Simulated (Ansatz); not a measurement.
Mo: geometry relaxation (part 2 of 2)

The same run, continued: Mo (P6₃/mmc, 2 atoms in the cell); DFT, PBE, PAW with Ansatz's default frozen-core files, scalar-relativistic, no spin polarisation (Ansatz 0.2.0); cutoff 420 eV, 17×17×9 k-mesh, Fermi–Dirac smearing of 0.05 eV. The structure was built on a prototype by a generator; it need not be a known phase. It belongs to a series of runs on one base structure; here: hcp relaxed, PAW files.

Geometry of the input (Å; fractional positions):
```
2.8252  0.0000  0.0000
-1.4126  2.4467  0.0000
0.0000  0.0000  4.5769
Mo 0.3333  0.6667  0.2500
Mo 0.6667  0.3333  0.7500
```

## What the program printed, continued
```
relax step   8: F+E_penalty+E_count = -9911.17852369 eV  Δ(F+E_penalty+E_count) = -5.871e-6 eV  max|allowed force component| = 9.252e-18 eV/Å  Δτ_max = 0.0000 Å  P = +0.000 GPa  Ω = 32.226 Å³  energy of the carried Pulay correction = -1.475e-4 eV  (6 SCF iters, accepted)
Basis set: ecut = 420 eV, 647 PW (Γ), exchange–correlation on 40×40×72 points (8 copies of the dense FFT grid, shifted against one another)
Initial wavefunctions: pseudopotential atomic-orbital guess (no wavefunctions were taken with the density)
iter 1 solved again at ethr=5.22e-8 eV; its pass at ethr=3.10e-3 eV (dr2=1.46e-5 eV) is discarded
SCF iter   1: F=—  HF=-9911.178747 eV  |F-HF|=—  |Δ(HF+E_count)|=         —  Δρ=1.85e-4  dr2=1.06e-6  ethr=5.22e-8  ⟨swp⟩=3.1  Hψ=21229  notcnv=0
preconditioner: auto → Kerker (q_TF=auto, 2.665 Å⁻¹)  [metal: Δε(μ)=0.012 eV  Ē_g=4.363 eV  σ=0.050 eV  W_gap=0.06  n_scr=10 (ndim 8)  ℏωp=22.7 eV  f_vac=0.000  D(μ)=2.54/eV (n_scr^D=34)]
SCF iter   2: F=—  HF=-9911.178751 eV  |F-HF|=—  |Δ(HF+E_count)|=   3.19e-6  Δρ=9.51e-5  dr2=2.67e-7  ethr=3.79e-9  ⟨swp⟩=1.0  Hψ=2981  notcnv=0
SCF iter   3: F=—  HF=-9911.178753 eV  |F-HF|=—  |Δ(HF+E_count)|=   2.03e-6  Δρ=5.52e-6  dr2=2.09e-9  ethr=9.54e-10  ⟨swp⟩=3.0  Hψ=5522  notcnv=0
iter 4 did not close the SCF: its close was put off for the readings that it lacked (scf_convergence_deferred on its scf_iter line)
SCF iter   4: F=-9911.178753 eV  HF=-9911.178753 eV  |F-HF|=1.46e-11  |Δ(HF+E_count)|=   2.45e-9  Δρ=3.76e-7  dr2=1.82e-11  ethr=7.45e-12  ⟨swp⟩=2.4  Hψ=4753  notcnv=0
iter 5 did not close the SCF: its close was put off for the readings that it lacked (scf_convergence_deferred on its scf_iter line)
SCF iter   5: F=-9911.178753 eV  HF=-9911.178753 eV  |F-HF|=1.82e-12  |Δ(HF+E_count)|=  2.00e-11  Δρ=9.60e-8  dr2=1.95e-12  ethr=1.00e-12  ⟨swp⟩=1.0  Hψ=2970  notcnv=0
iter 6 did not close the SCF: its close was put off for the readings that it lacked (scf_convergence_deferred on its scf_iter line)
SCF iter   6: F=-9911.178753 eV  HF=-9911.178753 eV  |F-HF|=3.64e-12  |Δ(HF+E_count)|=  3.64e-12  Δρ=1.65e-8  dr2=4.80e-14  ethr=1.00e-12  ⟨swp⟩=1.0  Hψ=2970  notcnv=0
iter 7 did not close the SCF: its close was put off for the readings that it lacked (scf_convergence_deferred on its scf_iter line)
SCF iter   7: F=-9911.178753 eV  HF=-9911.178753 eV  |F-HF|=1.82e-12  |Δ(HF+E_count)|=    0.00e0  Δρ=2.41e-9  dr2=1.33e-15  ethr=1.00e-12  ⟨swp⟩=1.0  Hψ=2970  notcnv=0
SCF iter   8: F=-9911.178753 eV  HF=-9911.178753 eV  |F-HF|=3.64e-12  |Δ(HF+E_count)|=    0.00e0  Δρ=5.50e-10  dr2=8.29e-17  ethr=1.00e-12  ⟨swp⟩=2.0  Hψ=8498  notcnv=0
SCF 9 converged in 8 iterations: F = -9911.178753 eV  dr2 = 8.29e-17
relax step   9: F+E_penalty+E_count = -9911.17875267 eV  Δ(F+E_penalty+E_count) = -2.290e-4 eV  max|allowed force component| = 3.469e-18 eV/Å  Δτ_max = 0.0000 Å  P = +0.008 GPa  Ω = 32.226 Å³  stress off target by 2.93e-2 GPa  SCF on the basis re-selected at this cell (its energy is not comparable with the rows above)  (8 SCF iters)
```

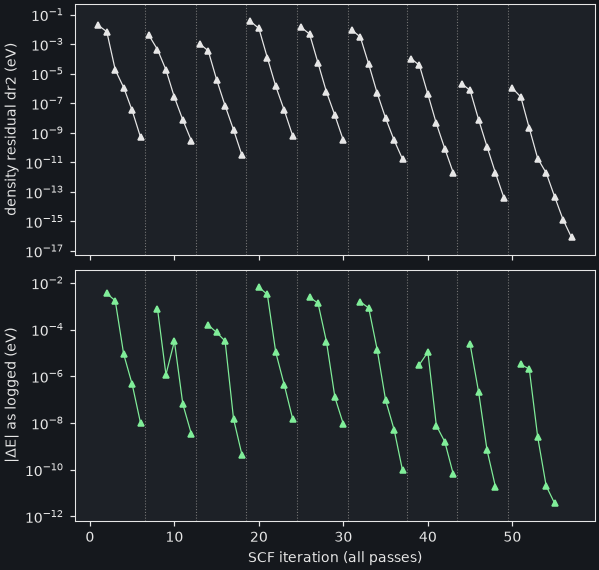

*Convergence of the self-consistent field: density residual dr2 and size of the energy change against the SCF iteration. The dotted lines part the SCF passes of the relaxation: geometry steps, rejected trials and re-solves on a re-selected basis.*

The 9 passes take 6 to 8 iterations each, 57 in all.

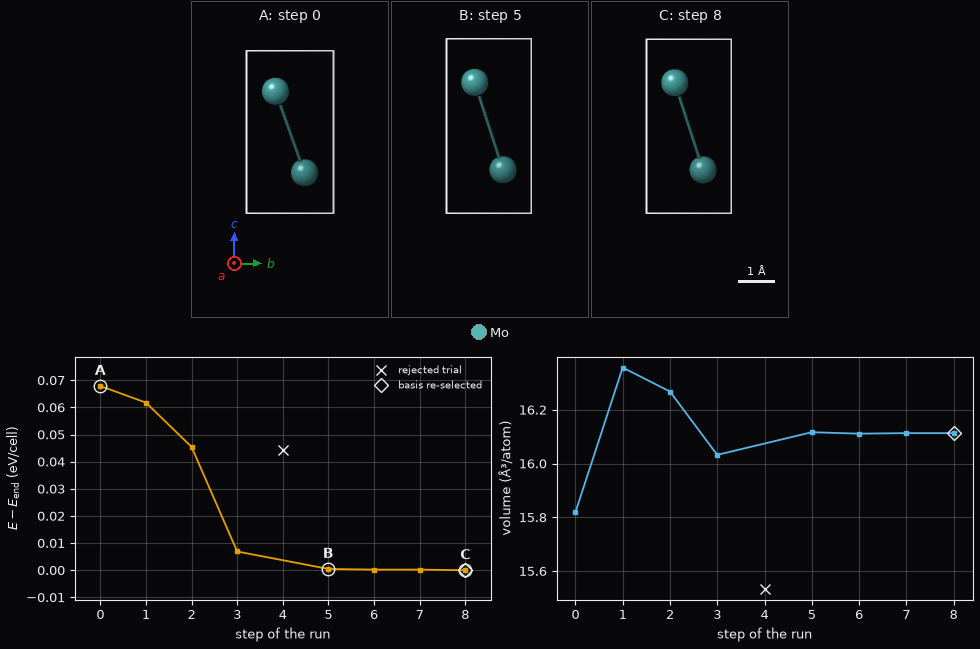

*Frames of the relaxation (ball-and-stick view of the cell of the calculation, along the a axis) above the curves, on which the letters mark them (the first geometry is step 0 here and step 1 in the log).*

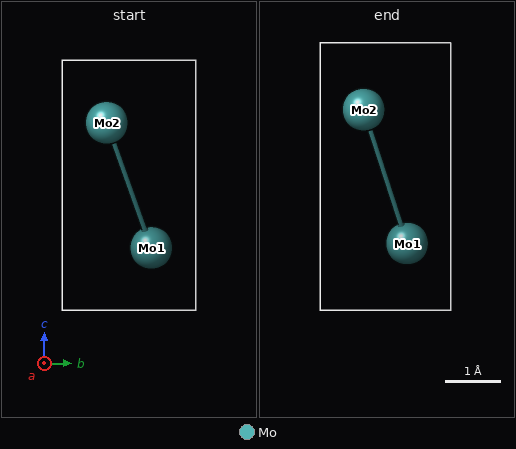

*Before (left) and after (right) the relaxation, at one scale (ball-and-stick view of the cell of the calculation, along the a axis).*

No atom moves by more than 0.005 Å relative to the cell. The drawn cell changes as follows: a = b 2.825 → 2.756 Å (−2.4 %), c 4.577 → 4.898 Å (+7.0 %); the volume changes by +1.9 %. Distances before and after: Mo1–Mo2 2.810 → 2.920 Å, Mo1–Mo1 2.825 → 2.756 Å. The space group stays P6_3/mmc (No. 194). Over 7 geometry steps the energy falls by 67.7 meV per cell of the calculation. All forces vanish by symmetry, so only the cell relaxes. Pressure: 2.69 GPa at the start and 0.01 GPa at the end. The line search rejected the trial step at point 4 (counted from 0) and went back. A last SCF at the same geometry on a re-selected plane-wave basis shifts the energy by −0.2 meV per cell of the calculation. (Atoms are counted from 1 in the order of the input.)

```
basis re-selected at this cell: Δ(F+E_penalty+E_count) = -2.290e-4 eV, ΔP = +0.008 GPa vs the last step (what re-selecting the basis moved, of the pressure what is left beyond the Pulay correction that the steps carried, after the strain that the cell walked since its last selection, with what the two solves' SCF thresholds leave and, on support functions, any second-order correction that the steps lacked; it is no measure of the basis error at this ecutwfc). The dense FFT grid was sized anew with the basis: this SCF ran on 20×20×36 points, the steps before it on 20×20×32, so part of this shift can come from that change (see relax.cell in the input reference). This SCF's stress stands 2.93e-2 GPa from its target on what of the cell is left free (relax.cell.stress_tol is 5.00e-2 GPa) and its largest allowed force component is 3.47e-18 eV/Å (relax.f_tol is 5.00e-3 eV/Å): within both
SCF converged after 8 iterations
Free energy (F): -9911.178753 eV
Harris-Foulkes:  -9911.178753 eV  (|F-HF|=3.64e-12)
Internal energy: -9911.157768 eV  (E = F + TS)
E sigma→0 (E₀):  -9911.168261 eV
Entropy (-TS):   -0.020984 eV (-10.492 meV/atom)
Fermi energy:    20.075482 eV
--- Per-component energies (eV) ---
  E_band       = -126.284259
  E_kinetic    = 881.526063
  E_local      = -1623.360839  (includes V_loc(G=0)·N_el)
  E_nonlocal   = 286.354390
  E_hartree    = 537.342390
  E_xc         = -366.465004
  E_vxc        = -457.335668  (∫ρ·V_xc dr)
  E_paw        = -6402.700936  (= ΣΔE_a)
  E_vpaw       = -288.153069  (= ΣTr[D̂ρ^β])
  E_aug_tail   = 0.000085  (compensation charges beyond the density's cutoff)
  E_ewald      = -3223.853918
  E_smearing   = -0.020984  (= −TS)
  E_closure    = -0.000000  (closes the sum)
  Σ components = -9911.178753   (vs F -9911.178753, Δ=0.00e0)
--- Forces (eV/Å), atoms counted from 1 ---
  atom   1  Mo     0.00000000     0.00000000     0.00000000
  atom   2  Mo     0.00000000     0.00000000     0.00000000
  max |Σ_I F_I| component: 1.62e-17 eV/Å
--- Stress (GPa, compression-positive) ---
       -0.002249       0.000000      -0.000000
        0.000000      -0.002249       0.000000
       -0.000000       0.000000       0.029326
  P = ⅓ Tr σ = 0.0083 GPa (0.083 kbar)
--- Band table (eV; the first three rows and the last of 165) ---
  k-point 0: bands = ["-40.7802", "-40.6256", "-15.3277", "-14.2866", "-14.1257", "-14.1257", "-14.0222", "-14.0222", "13.2638", "15.3758", "18.3693", "19.4319", "19.4319", "19.9247", "19.9247", "20.6676", "21.5242", "21.5242"]
  k-point 1: bands = ["-40.7756", "-40.6303", "-15.2980", "-14.3198", "-14.1226", "-14.1226", "-14.0254", "-14.0254", "13.3752", "15.3867", "18.3278", "19.4160", "19.4160", "19.8849", "19.8849", "20.3858", "21.6191", "21.6191"]
  k-point 2: bands = ["-40.7624", "-40.6439", "-15.2116", "-14.4146", "-14.1136", "-14.1136", "-14.0344", "-14.0344", "13.6942", "15.4001", "18.2229", "19.3879", "19.3879", "19.7027", "19.7800", "19.7800", "21.8744", "21.8744"]
  k-point 164: bands = ["-40.4781", "-40.4763", "-15.1265", "-15.1157", "-14.9315", "-14.8919", "-14.4555", "-14.4453", "16.8466", "16.9810", "17.5360", "17.7063", "18.8804", "18.9578", "20.4373", "20.6793", "23.4222", "23.5464"]
--- Relaxed structure (8 steps of the walk, 7 accepted, 1 SCFs on fresh bases) ---
  F+E_penalty+E_count = -9911.17875267 eV   max|allowed force component| = 3.469e-18 eV/Å   (the final SCF, on the basis selected at the relaxed cell)
  cell:  # Å, volume = 32.2263 Å³
    - [2.75646056424669, 6.881534025156564e-34, 0.0]
    - [-1.378230282123345, 2.387164873167621, 0.0]
    - [0.0, 0.0, 4.897514539603175]
  atoms:
    - { symbol: Mo, position: [0.33333333333333337, 0.6666666666666667, 0.25000000000000006] }
    - { symbol: Mo, position: [0.6666666666666667, 0.33333333333333337, 0.7500000000000001] }
```

## File rho_z.tsv
```
# z_ang	rho[e/angstrom^3]
# format = ansatz-planar-average/11
# lattice	2.756460564	0.000000000	0.000000000
# lattice	-1.378230282	2.387164873	0.000000000
# lattice	0.000000000	0.000000000	4.897514540
# sites	2
# site	42	0.000000000	1.591443249	1.224378635
# site	42	1.378230282	0.795721624	3.673135905
0.000000	2.627559e-1
0.136042	2.747757e-1
0.272084	3.169191e-1
0.408126	4.150806e-1
0.544168	6.009535e-1
0.680210	8.760876e-1
0.816252	1.194680e0
0.952294	1.479399e0
1.088337	1.665924e0
1.224379	1.729024e0
1.360421	1.665924e0
1.496463	1.479399e0
1.632505	1.194680e0
1.768547	8.760876e-1
1.904589	6.009535e-1
2.040631	4.150806e-1
2.176673	3.169191e-1
2.312715	2.747757e-1
2.448757	2.627559e-1
2.584799	2.747757e-1
2.720841	3.169191e-1
2.856883	4.150806e-1
2.992926	6.009535e-1
3.128968	8.760876e-1
3.265010	1.194680e0
3.401052	1.479399e0
3.537094	1.665924e0
3.673136	1.729024e0
3.809178	1.665924e0
3.945220	1.479399e0
4.081262	1.194680e0
4.217304	8.760876e-1
4.353346	6.009535e-1
4.489388	4.150806e-1
4.625430	3.169191e-1
4.761472	2.747757e-1
```

## File v_z.tsv
```
# z_ang	v_es[eV]	v_tot[eV]
# format = ansatz-planar-average/11
# xc	pbe
# density_cutoff_ev	1680
# datasets	Mo=:simpson_from_first_knot:soft
# lattice	2.756460564	0.000000000	0.000000000
# lattice	-1.378230282	2.387164873	0.000000000
# lattice	0.000000000	0.000000000	4.897514540
# sites	2
# site	42	0.000000000	1.591443249	1.224378635
# site	42	1.378230282	0.795721624	3.673135905
0.000000	1.966270e1	9.278895e0
0.136042	1.919773e1	8.762639e0
0.272084	1.764525e1	6.924800e0
0.408126	1.480106e1	3.433303e0
0.544168	1.082294e1	-1.507072e0
0.680210	6.278623e0	-7.180374e0
0.816252	1.891003e0	-1.265764e1
0.952294	-1.702915e0	-1.712226e1
1.088337	-4.043756e0	-2.000514e1
1.224379	-4.855180e0	-2.099760e1
1.360421	-4.043756e0	-2.000514e1
1.496463	-1.702915e0	-1.712226e1
1.632505	1.891003e0	-1.265764e1
1.768547	6.278623e0	-7.180374e0
1.904589	1.082294e1	-1.507072e0
2.040631	1.480106e1	3.433303e0
2.176673	1.764525e1	6.924800e0
2.312715	1.919773e1	8.762639e0
2.448757	1.966270e1	9.278895e0
2.584799	1.919773e1	8.762639e0
2.720841	1.764525e1	6.924800e0
2.856883	1.480106e1	3.433303e0
2.992926	1.082294e1	-1.507072e0
3.128968	6.278623e0	-7.180374e0
3.265010	1.891003e0	-1.265764e1
3.401052	-1.702915e0	-1.712226e1
3.537094	-4.043756e0	-2.000514e1
3.673136	-4.855180e0	-2.099760e1
3.809178	-4.043756e0	-2.000514e1
3.945220	-1.702915e0	-1.712226e1
4.081262	1.891003e0	-1.265764e1
4.217304	6.278623e0	-7.180374e0
4.353346	1.082294e1	-1.507072e0
4.489388	1.480106e1	3.433303e0
4.625430	1.764525e1	6.924800e0
4.761472	1.919773e1	8.762639e0
```

## Trajectory as extended XYZ (Å, eV, eV/Å), 9 frames, from step=1 to step=9
```
2
Lattice="2.8252 0.0000 0.0000 -1.4126 2.4467 0.0000 0.0000 0.0000 4.5769" Properties=species:S:1:pos:R:3:forces:R:3 step=1 energy=-9911.11085 pressure_GPa=2.69
Mo    0.0000    1.6312    1.1442    0.0000   0.0000   0.0000
Mo    1.4126    0.8156    3.4327    0.0000   0.0000   0.0000
2
Lattice="2.8369 0.0000 0.0000 -1.4185 2.4569 0.0000 0.0000 0.0000 4.6936" Properties=species:S:1:pos:R:3:forces:R:3 step=2 energy=-9911.11698 pressure_GPa=-4.77
Mo    0.0000    1.6379    1.1734    0.0000   0.0000   0.0000
Mo    1.4185    0.8190    3.5202    0.0000   0.0000   0.0000
2
Lattice="2.8203 0.0000 0.0000 -1.4102 2.4425 0.0000 0.0000 0.0000 4.7232" Properties=species:S:1:pos:R:3:forces:R:3 step=3 energy=-9911.13329 pressure_GPa=-3.38
Mo    0.0000    1.6283    1.1808    0.0000   0.0000   0.0000
Mo    1.4102    0.8142    3.5424    0.0000   0.0000   0.0000
2
Lattice="2.7355 0.0000 0.0000 -1.3677 2.3690 0.0000 0.0000 0.0000 4.9480" Properties=species:S:1:pos:R:3:forces:R:3 step=4 energy=-9911.17185 pressure_GPa=1.81
Mo    0.0000    1.5793    1.2370    0.0000   0.0000   0.0000
Mo    1.3677    0.7897    3.7110    0.0000   0.0000   0.0000
2
Lattice="2.7555 0.0000 0.0000 -1.3778 2.3864 0.0000 0.0000 0.0000 4.7249" Properties=species:S:1:pos:R:3:forces:R:3 step=5 energy=-9911.13443 pressure_GPa=8.46 accepted=F
Mo    0.0000    1.5909    1.1812    0.0000   0.0000   0.0000
Mo    1.3778    0.7955    3.5437    0.0000   0.0000   0.0000
2
Lattice="2.7531 0.0000 0.0000 -1.3765 2.3842 0.0000 0.0000 0.0000 4.9106" Properties=species:S:1:pos:R:3:forces:R:3 step=6 energy=-9911.17828 pressure_GPa=0.07
Mo    0.0000    1.5895    1.2277    0.0000   0.0000   0.0000
Mo    1.3765    0.7947    3.6830    0.0000   0.0000   0.0000
2
Lattice="2.7569 0.0000 0.0000 -1.3785 2.3876 0.0000 0.0000 0.0000 4.8952" Properties=species:S:1:pos:R:3:forces:R:3 step=7 energy=-9911.17852 pressure_GPa=0.01
Mo    0.0000    1.5917    1.2238    0.0000   0.0000   0.0000
Mo    1.3785    0.7959    3.6714    0.0000   0.0000   0.0000
2
Lattice="2.7565 0.0000 0.0000 -1.3782 2.3872 0.0000 0.0000 0.0000 4.8975" Properties=species:S:1:pos:R:3:forces:R:3 step=8 energy=-9911.17852 pressure_GPa=0.00
Mo    0.0000    1.5914    1.2244    0.0000   0.0000   0.0000
Mo    1.3782    0.7957    3.6731    0.0000   0.0000   0.0000
2
Lattice="2.7565 0.0000 0.0000 -1.3782 2.3872 0.0000 0.0000 0.0000 4.8975" Properties=species:S:1:pos:R:3:forces:R:3 step=9 energy=-9911.17875 pressure_GPa=0.01
Mo    0.0000    1.5914    1.2244    0.0000   0.0000   0.0000
Mo    1.3782    0.7957    3.6731    0.0000   0.0000   0.0000
```

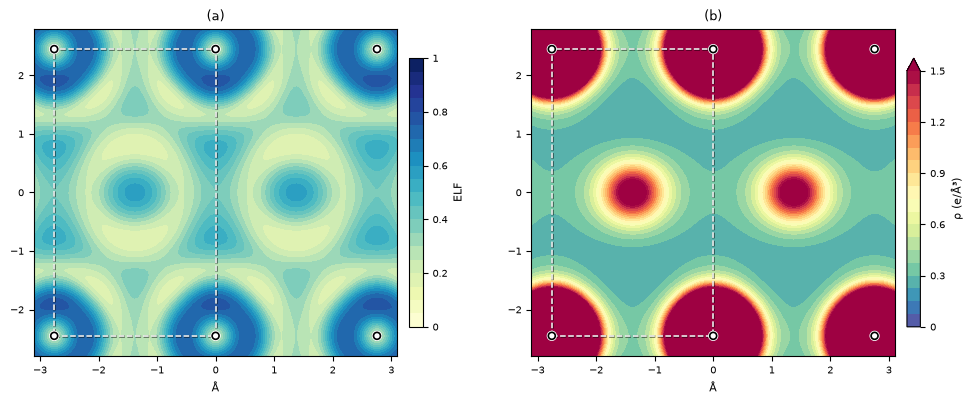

*(a) electron localisation function; (b) valence charge density (pseudo) on the (100) plane of the conventional cell. Circles mark the nuclei in the plane (Mo).*

Atoms in the plane: Mo. Mo–Mo (2.76 Å): ρ is about 0.37 e/Å³ halfway; the ELF is about 0.30 at the midpoint; no localised pair between them. Away from the nuclei the density in this plane falls to 0.23 e/Å³ at its lowest. The strong features right at Mo lie inside the PAW spheres (semicore, d or f shells) and say nothing about bonding. In a PAW calculation such maps are meaningful between the atoms, not at the nuclei.

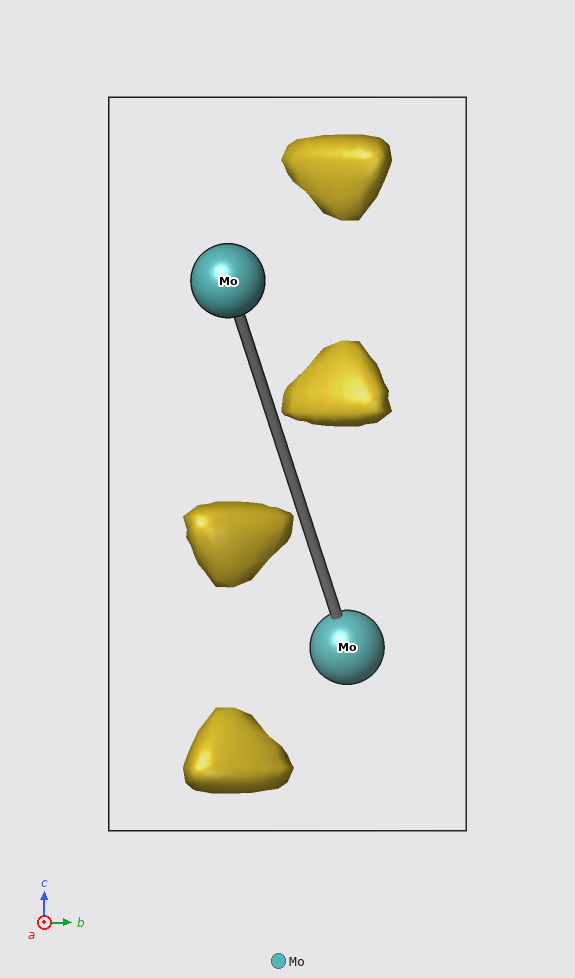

*Isosurface of the electron localisation function at 0.45 (yellow), seen along the a axis. Core shells and regions of very low density are left out. Sticks mark near contacts. The outline is the cell set on symmetry axes.*

Along the contacts the grid gives the following. Mo–Mo (2.76 Å): the ELF is about 0.30 at the midpoint; no localised pair between them. Mo–Mo (2.92 Å): the ELF is about 0.30 at the midpoint; no shared electron pair.
